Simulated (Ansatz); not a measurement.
**Single-point calculation, with input and output: ZrN (part 1 of 2)**

The run: single-point calculation of ZrN (slab, 24 atoms in the cell). Method and program: DFT PBE+D3(BJ), scalar-relativistic, plane waves, PAW, no spin polarisation (Ansatz 0.2.0).

The structure derives from an entry of the Crystallography Open Database. It belongs to a series of runs on one base structure; here: the slab at its places in the relaxed adsorbed structure. Figures and captions count atoms from 1; the log counts them from 0 in places.

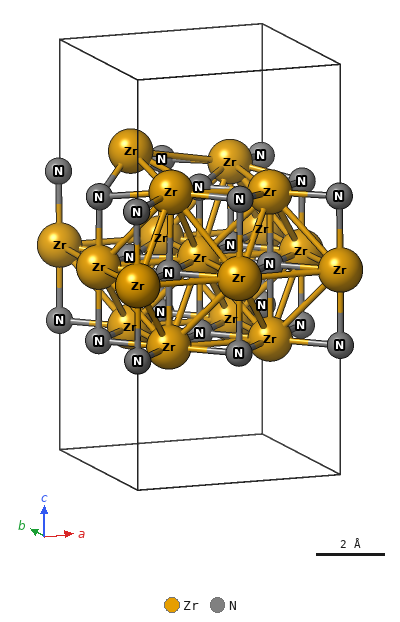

Fig. 1: The input geometry (ball-and-stick view of the cell of the calculation, with the vacuum cut short, seen slightly off an axis). An atom can appear more than once, as a periodic image.

**Input**
```yaml
crystal:
  lattice:
    - [6.4475937667, 0.0, 0.0]
    - [0.0, 6.4475937667, 0.0]
    - [0.0, 0.0, 24.2146372748]
  atoms:
    - { symbol: Zr, position: [0.25, 0.25, 0.3303786841] }
    - { symbol: Zr, position: [0.25, 0.75, 0.3303786841] }
    - { symbol: Zr, position: [0.75, 0.25, 0.3303786841] }
    - { symbol: Zr, position: [0.75, 0.75, 0.3303786841] }
    - { symbol: "N", position: [0.5, 0.5, 0.3303786841] }
    - { symbol: "N", position: [0.5, 0.0, 0.3303786841] }
    - { symbol: "N", position: [0.0, 0.5, 0.3303786841] }
    - { symbol: "N", position: [0.0, 0.0, 0.3303786841] }
    - { symbol: Zr, position: [0.4989658019, 0.5010931483, 0.4240705419] }
    - { symbol: Zr, position: [0.5016015719, -0.0004969038, 0.4238564729] }
    - { symbol: Zr, position: [-0.000128329, 0.4993470314, 0.4223665708] }
    - { symbol: Zr, position: [-0.0002949368, -0.0009987114, 0.4246484622] }
    - { symbol: "N", position: [0.7496909756, 0.7503863103, 0.4228931612] }
    - { symbol: "N", position: [0.750326439, 0.24997475, 0.42373717] }
    - { symbol: "N", position: [0.2500747435, 0.7505467468, 0.4170750615] }
    - { symbol: "N", position: [0.2500246798, 0.2468174021, 0.4232608588] }
    - { symbol: Zr, position: [0.7475371236, 0.7570862085, 0.526708468] }
    - { symbol: Zr, position: [0.752187855, 0.2604299127, 0.5138743424] }
    - { symbol: Zr, position: [0.2231245789, 0.6683736035, 0.5546019022] }
    - { symbol: Zr, position: [0.2547549253, 0.2315345679, 0.5245740155] }
    - { symbol: "N", position: [-8.12242e-05, 0.013385098, 0.5163226] }
    - { symbol: "N", position: [0.0035724266, 0.4991193973, 0.5104229624] }
    - { symbol: "N", position: [0.5053238572, 0.0007521186, 0.5226988483] }
    - { symbol: "N", position: [0.498472264, 0.5034123886, 0.5123782961] }
basis:
  ecutwfc: 420
kpoints:
  mp_grid: { grid: [3, 3, 1] }
hamiltonian:
  xc: pbe
  dispersion: d3bj
scf:
  occupations: { method: gaussian, width: 0.1 }
output:
  forces: true
  eigenvalues: true
  write_density: true
  volumetric_format: npy
efield:
  axis: 3
  dipole_correction: true
  ramp_width: 0.04
```

Run as:
```bash
ansatz run input.yaml --threads 4 --pin off --max-ram 10240MiB --backend cpu --events-out ev --progress --plain --runs-dir out
```

**Log**
```
Engine: ansatz 0.2.0, aarch64-unknown-linux-gnu
Pseudopotentials: kind: paw
Pseudopotential: Zr, paw, valence charge 12, recommended cutoff 420 eV (normal), Zr.paw.azcp
Pseudopotential: N, paw, valence charge 5, recommended cutoff 420 eV (normal), N.paw.azcp
Functional definition: PBE
  parameter kappa = 0.804
  parameter beta = 0.06672455060314922
  exchange = pbe_x(kappa = kappa, mu = beta*pi^2/3)
  correlation = pbe_c(beta = beta)
Crystal: 24 atoms, lattice volume = 1006.638 Å³
Basis set: ecut = 420 eV, 19621 PW (Γ), exchange–correlation on 90×90×324 points (8 copies of the dense FFT grid, shifted against one another)
Bands: 126, of which v1, the nominal top of the filled ones, is band 102 counted from 1 (101 counted from 0)
Symmetry: 1 space group operations
Space group: P1 (ITA 1), of the structure as read, at distance tolerance 1.0e-4 Å
k-points: 5 of 9 (time reversal used)
Non-local potential: Zr, projectors of the file, l = 0: 3, l = 1: 2, l = 2: 2, l = 3: 2
Non-local potential: N, projectors of the file, l = 0: 2, l = 1: 2, l = 2: 1
PAW form: soft (Blöchl's): semilocal exchange-correlation on the pseudo side does not see the compensation charge
PAW one-centre angular grid: Zr, 590 points (default); XC on 64 Gauss nodes
PAW one-centre angular grid: N, 110 points (default); XC on 64 Gauss nodes
Initial density: superposition of atomic densities (neutral atoms: chi_scale 0, normalization atom), corrected by the library's trained network
Initial wavefunctions: pseudopotential atomic-orbital guess
Functional: x = pbe(κ = 0.804, μ = 0.2195149727645171), c = pbe(β = 0.06672455060314922)
SCF iter   1: F=—  HF=-54850.789087 eV  |F-HF|=—  |Δ(HF+E_count)|=         —  Δρ=3.56e-3  dr2=8.07e-1  ethr=1.77e-3  p=-0.288 e·Å  D=-5.19e-2 V/Å  ΔV_dip=1.26 eV  dr2_dipole=1.89e-1  V_vac-E_F(+/−)=3.74/2.49 eV  ⟨swp⟩=9.4  Hψ=3219  notcnv=0  defer=1
efield: sawtooth ramp at fractional position 0.9225 (placed from the atoms, in the widest stretch of the axis that holds none; the zero of the levels goes with the place), width 0.0400; the density the first Hamiltonian is built on has a dipole p = -0.288 e·Å; the dipole correction subtracts the counter field D = -5.19e-2 V/Å, which shifts the + side's vacuum level by +1.26 eV against the − side's; the planar-averaged density in the ramp window peaks in size at 9.9e-6 e/Å³
preconditioner: auto → LDOS  [insulator: Δε(μ)=0.158 eV  Ē_g=7.903 eV  σ=0.100 eV  W_gap=0.74  n_scr=148 (ndim 8)  ℏωp=12.2 eV  f_vac=0.619  D(μ)=6.82/eV (n_scr^D=28)  ε∞_Penn≈3.4  β→1.0]
SCF iter   2: F=—  HF=-54850.796385 eV  |F-HF|=—  |Δ(HF+E_count)|=   7.30e-3  Δρ=2.67e-3  dr2=5.59e-1  ethr=3.95e-4  p=-0.296 e·Å  D=-5.32e-2 V/Å  ΔV_dip=1.29 eV  dr2_dipole=1.83e-1  V_vac-E_F(+/−)=3.67/2.38 eV  ⟨swp⟩=2.8  Hψ=1201  notcnv=0  defer=60
SCF iter   3: F=—  HF=-54850.770080 eV  |F-HF|=—  |Δ(HF+E_count)|=   2.63e-2  Δρ=9.49e-4  dr2=2.42e-2  ethr=2.74e-4  p=-0.317 e·Å  D=-5.69e-2 V/Å  ΔV_dip=1.38 eV  dr2_dipole=2.32e-3  V_vac-E_F(+/−)=3.71/2.33 eV  ⟨swp⟩=2.6  Hψ=786  notcnv=0  defer=60
SCF iter   4: F=—  HF=-54850.769861 eV  |F-HF|=—  |Δ(HF+E_count)|=   2.19e-4  Δρ=6.92e-4  dr2=6.74e-3  ethr=1.19e-5  p=-0.326 e·Å  D=-5.87e-2 V/Å  ΔV_dip=1.42 eV  dr2_dipole=3.04e-4  V_vac-E_F(+/−)=3.70/2.28 eV  ⟨swp⟩=2.2  Hψ=830  notcnv=0  defer=60
SCF iter   5: F=—  HF=-54850.769014 eV  |F-HF|=—  |Δ(HF+E_count)|=   8.47e-4  Δρ=1.31e-4  dr2=2.86e-4  ethr=3.31e-6  p=-0.328 e·Å  D=-5.90e-2 V/Å  ΔV_dip=1.43 eV  dr2_dipole=1.76e-6  V_vac-E_F(+/−)=3.70/2.27 eV  ⟨swp⟩=2.2  Hψ=826  notcnv=0  defer=60
SCF iter   6: F=—  HF=-54850.769099 eV  |F-HF|=—  |Δ(HF+E_count)|=   8.52e-5  Δρ=6.25e-5  dr2=6.48e-5  ethr=1.40e-7  p=-0.329 e·Å  D=-5.91e-2 V/Å  ΔV_dip=1.43 eV  dr2_dipole=1.07e-7  V_vac-E_F(+/−)=3.69/2.26 eV  ⟨swp⟩=3.2  Hψ=1086  notcnv=0  defer=60
SCF iter   7: F=—  HF=-54850.769122 eV  |F-HF|=—  |Δ(HF+E_count)|=   2.31e-5  Δρ=2.75e-5  dr2=1.22e-5  ethr=3.17e-8  p=-0.329 e·Å  D=-5.91e-2 V/Å  ΔV_dip=1.43 eV  dr2_dipole=1.15e-6  V_vac-E_F(+/−)=3.69/2.26 eV  ⟨swp⟩=2.6  Hψ=1090  notcnv=0  defer=34
SCF iter   8: F=—  HF=-54850.769126 eV  |F-HF|=—  |Δ(HF+E_count)|=   3.93e-6  Δρ=1.58e-5  dr2=3.85e-6  ethr=5.99e-9  p=-0.329 e·Å  D=-5.91e-2 V/Å  ΔV_dip=1.43 eV  dr2_dipole=9.68e-9  V_vac-E_F(+/−)=3.69/2.26 eV  ⟨swp⟩=3.0  Hψ=861  notcnv=0  defer=34
SCF iter   9: F=—  HF=-54850.769126 eV  |F-HF|=—  |Δ(HF+E_count)|=   2.72e-7  Δρ=5.77e-6  dr2=4.69e-7  ethr=1.89e-9  p=-0.328 e·Å  D=-5.90e-2 V/Å  ΔV_dip=1.43 eV  dr2_dipole=8.96e-11  V_vac-E_F(+/−)=3.69/2.26 eV  ⟨swp⟩=2.2  Hψ=828  notcnv=0  defer=34
SCF iter  10: F=—  HF=-54850.769127 eV  |F-HF|=—  |Δ(HF+E_count)|=   2.60e-7  Δρ=3.24e-6  dr2=1.40e-7  ethr=4.90e-11  p=-0.328 e·Å  D=-5.90e-2 V/Å  ΔV_dip=1.43 eV  dr2_dipole=1.05e-9  V_vac-E_F(+/−)=3.69/2.26 eV  ⟨swp⟩=40.8  Hψ=4195  notcnv=0
SCF iter  11: F=-54850.769127 eV  HF=-54850.769127 eV  |F-HF|=1.49e-8  |Δ(HF+E_count)|=   5.06e-8  Δρ=1.10e-6  dr2=1.47e-8  ethr=4.90e-11  p=-0.328 e·Å  D=-5.90e-2 V/Å  ΔV_dip=1.43 eV  dr2_dipole=9.94e-11  V_vac-E_F(+/−)=3.69/2.26 eV  ⟨swp⟩=7.4  Hψ=2004  notcnv=0
SCF 1 converged in 11 iterations: F = -54850.769127 eV  dr2 = 1.47e-8
  greatest PAW one-centre occupation: 0.996 electrons in one spin orbital (limit 2), on the Zr atom at site 18 (counted from 0), in its partial waves of l = 0
```

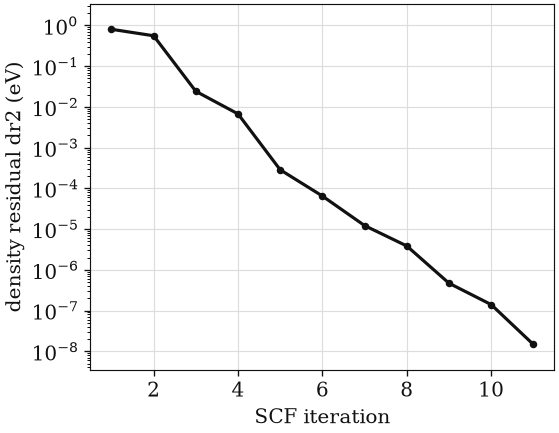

Fig. 2: Convergence of the self-consistent field: density residual dr2 against the SCF iteration. The residual falls at every step.

```
SCF converged after 11 iterations
Free energy (F): -54850.769127 eV
Harris-Foulkes:  -54850.769127 eV  (|F-HF|=1.49e-8)
Internal energy: -54850.724872 eV  (E = F + TS)
E sigma→0 (E₀):  -54850.746999 eV
Entropy (-TS):   -0.044255 eV (-1.844 meV/atom)
Fermi energy:    3.023571 eV
Dipole field:    D = -0.059008 V/Å  (p = -0.328261 e·Å, saw-weighted, corrected)
Work function:   Φ+ = 3.6858 eV   Φ− = 2.2570 eV
Levels:          The Fermi level and band energies are counted from a zero that moves with the ramp; work functions are not
--- Per-component energies (eV) ---
  E_band       = -3266.902871
  E_kinetic    = 5567.805295
  E_local      = -195581.203532  (includes V_loc(G=0)·N_el)
  E_nonlocal   = 1484.423141
  E_hartree    = 94833.572617
  E_xc         = -2671.167886
  E_vxc        = -3221.335238  (∫ρ·V_xc dr)
  E_paw        = -36964.446469  (= ΣΔE_a)
  E_vpaw       = -1179.062277  (= ΣTr[D̂ρ^β])
  E_aug_tail   = 0.001388  (compensation charges beyond the density's cutoff)
  E_efield     = 0.009685  (sawtooth field / dipole correction)
  E_vefield    = -4.669982  (∫n·V_field dr)
  E_ewald      = 78486.998553
  E_disp       = -6.717665  (pairwise vdW)
  E_smearing   = -0.044255  (= −TS)
  E_closure    = -0.000000  (closes the sum)
  Σ components = -54850.769127   (vs F -54850.769127, Δ=0.00e0)
--- Forces (eV/Å), atoms counted from 1 ---
  atom   1  Zr     0.07090275    -0.14791250     1.22874493
  atom   2  Zr     0.01127526    -0.05989499     0.16921073
  atom   3  Zr    -0.06481946    -0.14378473     1.56916986
  atom   4  Zr    -0.05724670     0.07899481     1.19635065
  atom   5  N     -0.16652910     0.12501789    -1.03258692
  atom   6  N     -0.06997446    -0.11008175    -0.86306338
  atom   7  N      0.17999053     0.17195048    -1.20582096
  atom   8  N      0.06390905    -0.05740633    -0.90410830
  atom   9  Zr     0.17954222    -0.09361999    -0.29900377
  atom  10  Zr     0.04524364    -0.03737138     0.41325842
  atom  11  Zr    -0.14367593     0.01628515     0.15459111
  atom  12  Zr    -0.09238787    -0.05254971    -0.05265765
  atom  13  N      0.02883196    -0.09391492     0.20641709
  atom  14  N     -0.03557249     0.06291532     0.03518824
  atom  15  N      0.02760132     0.11924347     0.01950171
  atom  16  N      0.02296266     0.07791135     0.00789660
  atom  17  Zr    -0.45402228     0.60351827    -2.68271179
  atom  18  Zr    -0.05022539    -0.63098029    -0.15163322
  atom  19  Zr     1.06731386     1.38145541    -2.08047707
  atom  20  Zr     0.07486228    -0.66453134    -2.16176631
  atom  21  N     -0.30600208    -1.06278924     1.36645196
  atom  22  N      0.25481907     0.36735845     2.13228349
  atom  23  N      0.16198455    -0.12696604     0.52264564
  atom  24  N     -0.74878728     0.27716227     2.41209178
  max |Σ_I F_I| component: 2.72e-5 eV/Å
--- Band table (eV; the first three rows and the last of 5) ---
```
